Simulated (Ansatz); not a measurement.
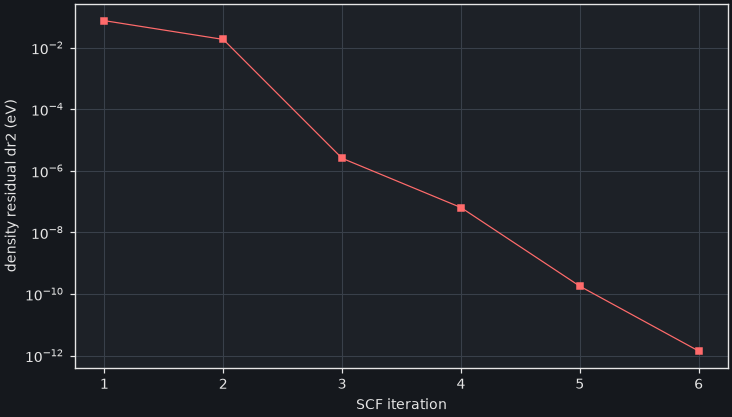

The plot shows the SCF iterations of a calculation: density residual dr2. The starting density is a sum of atomic densities corrected by a trained network.

Al (1 atom in the cell), run with Ansatz.

```
crystal:
  lattice:
    - [0.0, 2.0207284191, 2.0207284191]
    - [2.0207284191, 0.0, 2.0207284191]
    - [2.0207284191, 2.0207284191, 0.0]
  atoms:
    - { symbol: Al, position: [0.0, 0.0, 0.0] }
basis:
  ecutwfc: 420
kpoints:
  mp_grid: { grid: [1, 1, 1] }
hamiltonian:
  xc: lda
scf:
  occupations: { method: gaussian, width: 0.1 }
  max_iter: 100
output:
  forces: true
  eigenvalues: true
  stress: true
```

Run as:
```bash
ansatz run input.yaml --threads 1 --pin off --max-ram 2560MiB --backend cpu --events-out ev --progress --plain --runs-dir out
```

Q: Did the calculation converge?

A: The run converged; it took 6 iterations. The residual falls at every step. The program put off closing at iteration 5, as it still lacked some of its checks.

Q: Is anything amiss with this input?

A: The input holds a fault (one k-point for a small cell). The SCF closed all the same, which doesn't make the results meaningful for the real system.
